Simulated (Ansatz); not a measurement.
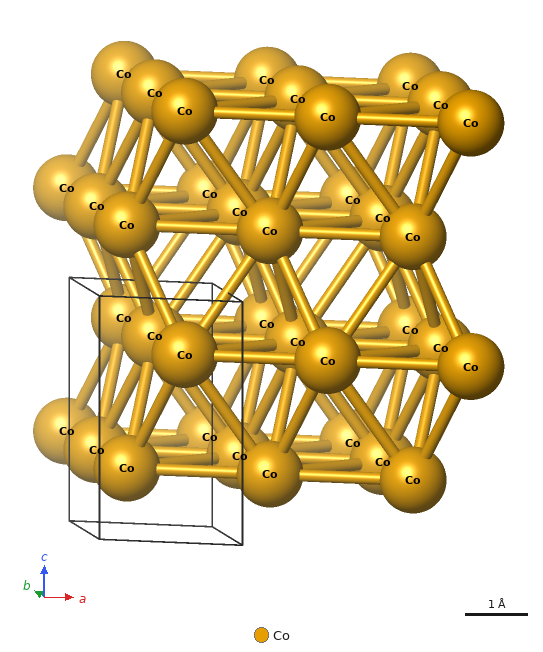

This is a crystal of Co (set up in P6_3/mmc). The picture is a ball-and-stick view of the cell of the calculation, repeated 3 × 3 × 2 with one cell outlined, seen slightly off an axis.

All numbers below come from Ansatz 0.2.0, DFT, LDA, all-electron PAW with datasets made for the crystal, scalar-relativistic. (plane-wave cutoff 320 eV; k-point mesh 17 × 17 × 9; occupations fermi dirac; smearing width 0.03 eV; collinear spin)

The variant: All lengths are scaled by +1.6 % (volume +5.0 %), the atoms keeping their fractional coordinates. No relaxation follows.

The input:
```yaml
crystal:
  lattice:
    - [2.5125316956, 0.0, 0.0]
    - [-1.2562658478, 2.1759162762, 0.0]
    - [0.0, 0.0, 4.0870761931]
  atoms:
    - { symbol: Co, position: [0.3333333333, 0.6666666667, 0.25], spin: 2.0 }
    - { symbol: Co, position: [0.6666666667, 0.3333333333, 0.75], spin: 2.0 }
magnetization:
  spin_polarized: true
kpoints:
  mp_grid: { grid: [17, 17, 9] }
scf:
  occupations: { method: fermi_dirac, width: 0.03 }
hamiltonian:
  xc: lda
  pseudopotentials: { kind: all_electron, datasets: crystal }
output:
  forces: true
  stress: true
  eigenvalues: true
  efg: { contact_densities: true }
```

Launched with:
```bash
ansatz run input.yaml --threads 1 --pin off --max-ram 3072MiB --backend cpu --events-out ev --progress --plain --runs-dir out
```

Question: Predict the response.

Answer: The energy rises by 62.9 meV per atom. Pressure: −14.4 GPa before, −22.9 GPa after. The principal stresses (compression positive) are −24.5 GPa along c and −22.1 GPa across it. All forces vanish by symmetry. The absolute magnetisation per cell goes from 3.36 to 3.46 μB (net moment 3.14 and 3.23 μB). Near-neighbour distances before and after: Co–Co 2.469 → 2.506 to 2.513 Å. The space group stays P6_3/mmc (No. 194).

Drawn alike, the variant:

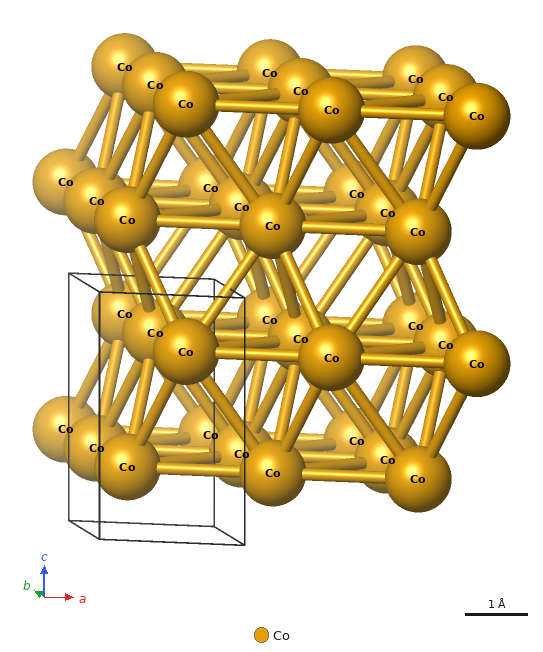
